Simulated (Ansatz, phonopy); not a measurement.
# How KF (Carobbiite, Fm-3m) expands on warming, part 4 of 5

Aim: the lattice, expansion, heat capacity and bulk modulus of KF (Carobbiite) as it warms.

What experiment has found for this phase:
- volume expansion coefficient 104.4 1e-6/K and heat capacity C_P per formula unit 49 J/mol/K near room temperature (given in “High-Throughput Prediction of Finite-Temperature Properties using the Quasi-Harmonic Approximation”, 2016, arXiv:1603.06924)
- volume expansion coefficient 95.1 1e-6/K near room temperature (given in “Descriptors for thermal expansion in solids”, 2017, arXiv:1701.03966)

Ansatz 0.2.0; DFT LDA, scalar-relativistic, plane waves, PAW (the session's first sound run).

So far, isothermal bulk modulus at 298 K (GPa): step 6 (the quasi-harmonic study, functional LDA, q-mesh 2×2×2) 36.6. Also principal linear expansion coefficients at 298 K (× 1e-6/K): step 6 32.1.

**8. The quasi-harmonic study, q-mesh 4×4×4**

Thermal expansion follows from how the free energy of the vibrations (and of the electrons in a metal) changes with strain, so the program makes strained cells, their phonons and a fit in one run.

This step: DFT LDA, scalar-relativistic, plane waves, PAW (Ansatz 0.2.0).

input.yaml

```yaml
crystal:
  lattice:
    - [0.0, 2.5810700582, 2.5810700582]
    - [2.5810700582, 0.0, 2.5810700582]
    - [2.5810700582, 2.5810700582, 0.0]
  atoms:
    - { symbol: K, position: [0.0, 0.0, 0.0] }
    - { symbol: F, position: [0.5, 0.5, 0.5] }
kpoints:
  mp_grid: { grid: [8, 8, 8] }
hamiltonian:
  xc: lda
scf:
  occupations: { method: fixed }
output:
  eigenvalues: true
phonons:
  method: dfpt
  qmesh: [4, 4, 4]
  temperatures: { t_max: 800.0, t_step: 50 }
  thermal_expansion: {}
```

On the command line:

```bash
$ ansatz run input.yaml --threads 4 --pin off --max-ram 16384MiB --backend cpu --events-out ev --progress --plain --runs-dir out
```

Numbers of over 12 decimals in the logs are rounded to 6 here.

The log of the run:

```text
[...]
Crystal: 2 atoms, lattice volume = 34.390 Å³
Basis set: ecut = 487.2 eV, 869 PW (Γ), exchange–correlation on 54×54×54 points (8 copies of the dense FFT grid, shifted against one another)
Bands: 12, of which v1, the nominal top of the filled ones, is band 8 counted from 1 (7 counted from 0)
Symmetry: 48 space group operations
[...]
k-points: 29 of 512
[...]
SCF iter   1: F=—  HF=-2292.807424 eV  |F-HF|=—  |Δ(HF+E_count)|=         —  Δρ=1.59e-2  dr2=6.58e-2  ethr=1.77e-3  ⟨swp⟩=4.0  Hψ=1878  notcnv=0  defer=46
[...]
SCF iter   8: F=-2292.786284 eV  HF=-2292.786284 eV  |F-HF|=7.73e-12  |Δ(HF+E_count)|=  1.02e-10  Δρ=1.98e-7  dr2=8.28e-12  ethr=1.00e-12  ⟨swp⟩=6.9  Hψ=1913  notcnv=0
SCF 1 converged in 8 iterations: F = -2292.786284 eV  dr2 = 8.28e-12
[...]
relax step   1: F+E_penalty+E_count = -2292.78628417 eV  Δ(F+E_penalty+E_count) = +0.000e0 eV  max|allowed force component| = 1.637e-29 eV/Å  Δτ_max = 0.0000 Å  (8 SCF iters, accepted)
SCF converged after 8 iterations
Free energy (F): -2292.786284 eV
[...]
Internal energy: -2292.786284 eV  (E = F + TS)
E sigma→0 (E₀):  -2292.786284 eV
Fermi energy:    1.777896 eV
[...]
--- Stress (GPa, compression-positive) ---
        0.003638       0.000000       0.000000
       -0.000000       0.003638       0.000000
        0.000000       0.000000       0.003638
  P = ⅓ Tr σ = 0.0036 GPa (0.036 kbar)
--- Band table (eV; the first three rows and the last of 29) ---
  k-point 0: bands = [... 4 lower, -6.9725, 1.7779, 1.7779, 1.7779, 8.1458, 12.5743, 12.5743, 12.5743]
  k-point 1: bands = [... 4 lower, -6.9791, 1.6037, 1.7065, 1.7065, 8.6275, 12.2865, 12.8118, 12.8118]
  k-point 2: bands = [... 4 lower, -6.9947, 1.2392, 1.5388, 1.5388, 9.7879, 11.9373, 13.4093, 13.4093]
  k-point 28: bands = [... 4 lower, -7.0766, 1.2631, 1.6605, 1.6605, 11.5732, 11.5732, 13.4422, 15.7630]
── thermal expansion: 3 new cells, 3 in all ──
thermal expansion: relaxation of cell 2
thermal expansion: relaxation of cell 3
── thermal expansion: 2 new cells, 5 in all ──
thermal expansion: relaxation of cell 4
thermal expansion: lower-state search of cell 4
thermal expansion: phonons of cell 4
thermal expansion: relaxation of cell 5
thermal expansion: phonons of cell 5
── thermal expansion: 8 new cells, 13 in all ──
thermal expansion: relaxation of cell 6
thermal expansion: relaxation of cell 7
thermal expansion: relaxation of cell 8
thermal expansion: relaxation of cell 9
thermal expansion: relaxation of cell 10
thermal expansion: relaxation of cell 11
thermal expansion: relaxation of cell 12
thermal expansion: relaxation of cell 13
thermal expansion: phonons of cell 6
thermal expansion: phonons of cell 7
thermal expansion: phonons of cell 8
thermal expansion: phonons of cell 9
thermal expansion: phonons of cell 10
--- Relaxed structure (1 steps of the walk, 1 accepted, 0 SCFs on fresh bases) ---
  F+E_penalty+E_count = -2292.78628417 eV   max|allowed force component| = 1.637e-29 eV/Å
  atoms:
    - { symbol: K, position: [0.0, 0.0, 0.0] }
    - { symbol: F, position: [0.5, 0.5, 0.5] }
--- Thermal expansion: 13 cells in 3 rounds, 0 GPa ---
  no lower state was reached at cell 4
  without vibrations: a 3.65030, b 3.65030, c 3.65030 Å, V 34.3930 Å³, B 43.71 GPa
  at 0 K: a 3.66480, b 3.66480, c 3.66480 Å, V 34.8045 Å³, B 41.90 GPa
  zero-point expansion: a +0.397, b +0.397, c +0.397, V +1.196 %
[...]
0.00    3.66480    3.66480    3.66480    34.8045 |    0.00    0.00    0.00    0.00 |   57.91 |     0.000     0.000 |    41.90    41.90
   100.00    3.66703    3.66703    3.66703    34.8680 |   16.60   16.60   16.60   49.81 |   78.09 |    30.681    30.467 |    41.07    41.36
   200.00    3.67542    3.67542    3.67542    35.1080 |   27.16   27.16   27.16   81.47 |   88.60 |    44.675    43.582 |    38.93    39.91
   298.15    3.68614    3.68614    3.68614    35.4160 |   31.85   31.85   31.85   95.55 |       - |    49.087    46.963 |    36.58    38.24
   350.00    3.69243    3.69243    3.69243    35.5976 |   33.89   33.89   33.89  101.68 |   98.88 |    50.510    47.773 |    35.28    37.30
   450.00    3.70570    3.70570    3.70570    35.9828 |   37.92   37.92   37.92  113.77 |  105.39 |    52.755    48.638 |    32.61    35.37
   550.00    3.72064    3.72064    3.72064    36.4197 |   42.74   42.74   42.74  128.21 |  112.53 |    54.970    49.080 |    29.70    33.27
   650.00    3.73771    3.73771    3.73771    36.9234 |   49.21   49.21   49.21  147.62 |  120.97 |    57.667    49.335 |    26.45    30.92
   750.00    3.75784    3.75784    3.75784    37.5232 |   59.01   59.01   59.01  177.03 |  131.68 |    61.548    49.494 |    22.69    28.22
   800.00    3.76960    3.76960    3.76960    37.8766 |   66.35   66.35   66.35  199.06 |  138.44 |    64.394    49.553 |    20.52    26.67
[...]
vibrations' free energy: its fit leaves 0.0002 meV an atom at the most
  the electrons' free energy at temperature is not in it: every band gap is over 0.83 eV
  free energies summed between the sampled wave vectors
[...]
the FFT grids of the static calculations differ: 27 × 27 × 27, 30 × 30 × 30
  band gaps on the cells' k-points are 5.671 to 6.542 eV
```

Elapsed: 9.4 min, on 4 threads of Arm Neoverse V1, shared host; peak memory 0.88 GiB.

This step gave:

- volume expansion coefficient at 298 K: 95.55 1e-6/K
- C_P at 298 K: 24.54 J/mol-atom/K
- entropy at 298 K: 32.36 J/mol-atom/K
- isothermal bulk modulus at 298 K: 36.58 GPa
- Grüneisen parameter at 298 K: 1.587
- principal linear expansion coefficients at 298 K: 31.85, 31.85, 31.85 1e-6/K

Strained cells of the study; zero-point energy where phonons were solved; the pressures are stresses at a fixed cutoff and can carry an offset from the finite basis. Expansion cells, by row:

```
cell  |a| (Å)  |b| (Å)  |c| (Å)  V (Å³/atom)  E - E_lowest (meV/atom)  pressure, compression positive (GPa)  gap (eV)  zero-point energy (meV/atom)
   1     3.65     3.65     3.65        17.19                        0                                -0.007     6.368                             -
   2    3.679    3.679    3.679        17.61                      1.3                                -0.992     6.232                             -
   3    3.621    3.621    3.621        16.79                    1.384                                 1.102     6.508                             -
   4    3.651    3.651    3.651         17.2                    0.001                                -0.024     6.366                         33.04
   5    3.669    3.669    3.669        17.46                    0.536                                -0.652      6.28                         32.22
   6    3.677    3.677    3.677        17.57                    1.082                                 -0.91     6.244                         31.87
   7    3.703    3.703    3.703        17.95                     4.18                                -1.703     6.125                          30.7
   8     3.73     3.73     3.73        18.34                    9.169                                -2.411      6.01                         29.55
   9    3.756    3.756    3.756        18.74                    15.92                                -3.041     5.898                         28.41
  10    3.783    3.783    3.783        19.15                    24.32                                -3.598     5.789                         27.27
  11    3.614    3.614    3.614        16.69                    2.123                                 1.384     6.542                             -
  12    3.632    3.632    3.632        16.95                    0.513                                 0.654     6.453                             -
  13    3.814    3.814    3.814        19.61                     35.5                                -4.142     5.671                             -
```

Quasi-harmonic; a, b, c are the run's own cell vectors. Expansion, by row:

```
T (K)  a (Å)  b (Å)  c (Å)  alpha (deg)  beta (deg)  gamma (deg)  cell volume (Å³/cell)  alpha_a (1e-6/K)  alpha_b (1e-6/K)  alpha_c (1e-6/K)  alpha_V (1e-6/K)  C_P (J/mol-atom/K)  C_V (J/mol-atom/K)  S (J/mol-atom/K)  B_T (GPa)  B_S (GPa)  Grueneisen  extrapolation  fit error (1e-6/K)
    0  3.665  3.665  3.665           60          60           60                   34.8                 0                 0                 0                 0                   0                   0                 0       41.9       41.9           -              0                   0
   50  3.665  3.665  3.665           60          60           60                  34.81              4.73              4.73              4.73             14.19               5.875               5.871             2.365      41.79      41.82       1.059              0                0.04
  100  3.667  3.667  3.667           60          60           60                  34.87              16.6              16.6              16.6             49.81               15.34               15.23             9.636      41.07      41.36        1.41              0                0.11
  150  3.671  3.671  3.671           60          60           60                  34.97             23.34             23.34             23.34             70.02               20.02               19.71             16.86      40.05      40.68       1.499              0                0.13
  200  3.675  3.675  3.675           60          60           60                  35.11             27.16             27.16             27.16             81.47               22.34               21.79             22.97      38.93      39.91       1.539              0                0.08
  250  3.681  3.681  3.681           60          60           60                  35.26             29.78             29.78             29.78             89.35               23.68               22.88             28.11      37.76      39.08       1.566              0                0.05
298.1  3.686  3.686  3.686           60          60           60                  35.42             31.85             31.85             31.85             95.55               24.54               23.48             32.36      36.58      38.24       1.587              0                0.16
  300  3.686  3.686  3.686           60          60           60                  35.42             31.92             31.92             31.92             95.77               24.57                23.5             32.51      36.54      38.21       1.588              0                0.17
  350  3.692  3.692  3.692           60          60           60                   35.6             33.89             33.89             33.89             101.7               25.25               23.89             36.35      35.28       37.3        1.61              0                0.25
  400  3.699  3.699  3.699           60          60           60                  35.78             35.86             35.86             35.86             107.6               25.84               24.14             39.76      33.97      36.36       1.631              0                0.25
  450  3.706  3.706  3.706           60          60           60                  35.98             37.92             37.92             37.92             113.8               26.38               24.32             42.84      32.61      35.37       1.653              0                0.16
  500  3.713  3.713  3.713           60          60           60                  36.19             40.19             40.19             40.19             120.6               26.92               24.45             45.64      31.19      34.35       1.677              0                 0.1
  550  3.721  3.721  3.721           60          60           60                  36.42             42.74             42.74             42.74             128.2               27.48               24.54             48.23       29.7      33.27       1.702              0                 0.3
  600  3.729  3.729  3.729           60          60           60                  36.66             45.69             45.69             45.69             137.1               28.11               24.61             50.65      28.13      32.13        1.73              0                 0.4
  650  3.738  3.738  3.738           60          60           60                  36.92             49.21             49.21             49.21             147.6               28.83               24.67             52.93      26.45      30.92        1.76              0                0.22
  700  3.747  3.747  3.747           60          60           60                  37.21             53.52             53.52             53.52             160.6                29.7               24.71              55.1      24.65      29.63       1.795              0                0.52
  750  3.758  3.758  3.758           60          60           60                  37.52             59.01             59.01             59.01               177               30.77               24.75             57.18      22.69      28.22       1.834              0                1.09
  800   3.77   3.77   3.77           60          60           60                  37.88             66.35             66.35             66.35             199.1                32.2               24.78             59.21      20.52      26.67       1.881              0                0.57
```

The expansion coefficient by temperature; values in 1e-6/K:

```
temperature (K)  volume  principal 1
              0       0            0
             50    14.2         4.73
            100    49.8         16.6
            150    70.0         23.3
            200    81.5         27.2
            250    89.3         29.8
            298    95.5         31.9
            300    95.8         31.9
            350     102         33.9
            400     108         35.9
            450     114         37.9
            500     121         40.2
            550     128         42.7
            600     137         45.7
            650     148         49.2
            700     161         53.5
            750     177         59.0
            800     199         66.3
```

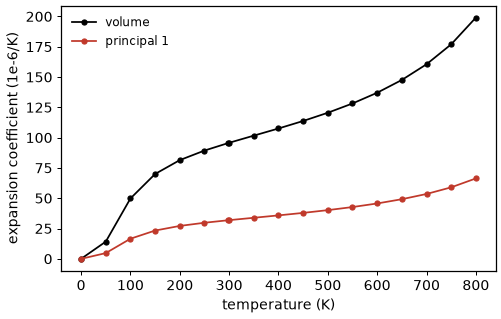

Expansion coefficient against temperature.

Changing the q-mesh (2×2×2 → 4×4×4) takes the volume expansion at 298 K from 96.2 to 95.5 × 10⁻⁶/K and B_T from 36.6 to 36.6 GPa.

**9. Free-energy fit**

This step: DFT LDA, scalar-relativistic, plane waves, PAW (phonopy 4.10.0).

Numbers from this step:

* volume expansion coefficient at 300 K: 95.54 1e-6/K
* isothermal bulk modulus at 300 K: 36.56 GPa
* C_P at 300 K: 24.64 J/mol-atom/K
* Grüneisen parameter at 300 K: 1.585

The energy (each curve on its own zero) by volume; values in meV/atom:

```
volume (Å³/atom)  static  F at 0 K  F at 300 K  F at 800 K
          17.201       0      2.61        6.49        16.4
          17.461    0.54      2.32        5.12        12.2
          17.574    1.08      2.51        4.83        10.6
          17.954    4.18      4.45        5.08        6.52
          18.343    9.17      8.28        7.09        3.95
          18.741    15.9      13.9        10.7        2.75
          19.146    24.3      21.1        15.8        2.76
```

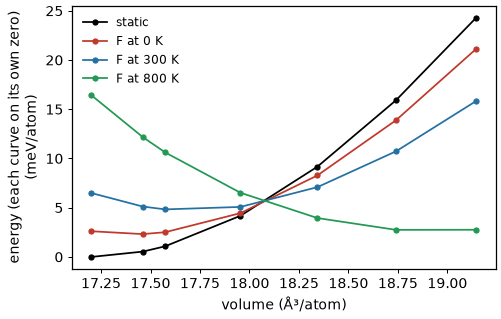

Energy (each curve on its own zero) against volume.

Phonopy-qha, vinet fit of F(V) at each temperature. Qha vinet, by row:

```
T (K)  fitted volume (Å³/atom)  alpha_V (1e-6/K)  B_T (GPa)  C_P (J/mol-atom/K)  Grueneisen
  100                    17.43             46.99      41.11               14.94       1.332
  150                    17.49             68.49      40.11               20.02       1.468
  200                    17.55             80.72      38.99               22.42       1.527
  250                    17.63             88.93       37.8               23.76        1.56
  300                    17.71             95.54      36.56               24.64       1.585
  350                     17.8             101.6      35.27               25.32       1.608
  400                    17.89             107.7      33.92               25.89       1.631
  450                    17.99             114.1      32.53               26.43       1.654
  500                     18.1             121.2      31.07               26.96       1.679
  550                    18.21             129.1      29.57               27.54       1.706
  600                    18.33             138.2         28               28.17       1.735
  650                    18.46             148.7      26.36               28.89       1.767
  700                    18.61             161.2      24.66               29.74       1.803
  750                    18.76             176.3      22.89               30.76       1.843
```

Volume expansion coefficient against temperature; values in 1e-6/K:

```
temperature (K)  phonopy-qha, Vinet  Ansatz's own study
            100                47.0                49.8
            150                68.5                70.0
            200                80.7                81.5
            250                88.9                89.3
            300                95.5                95.8
            350                 102                 102
            400                 108                 108
            450                 114                 114
            500                 121                 121
            550                 129                 128
            600                 138                 137
            650                 149                 148
            700                 161                 161
            750                 176                 177
```

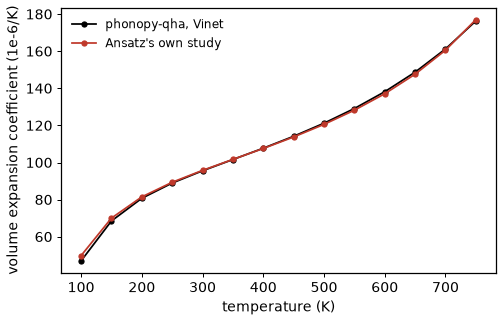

Volume expansion coefficient against temperature.

The fit gives a volume expansion of 95.5 × 10⁻⁶/K at 300 K, against 95.5 at 298 K from the study itself, whose static fit uses more cells.

(Part 4 of 5 ends here.)

[Logs are printed without paths, hosts, clocks, repeated set-up lines and the standing remarks that a program may print on its own settings, such as how far it seeks lower states.]

[Hosts, paths, dates, database ids (printed as entryN), source tags and the programs' standing remarks are cut or masked in the printed files.]

[A step with changed settings may run another functional than the one named; its input shows which.]
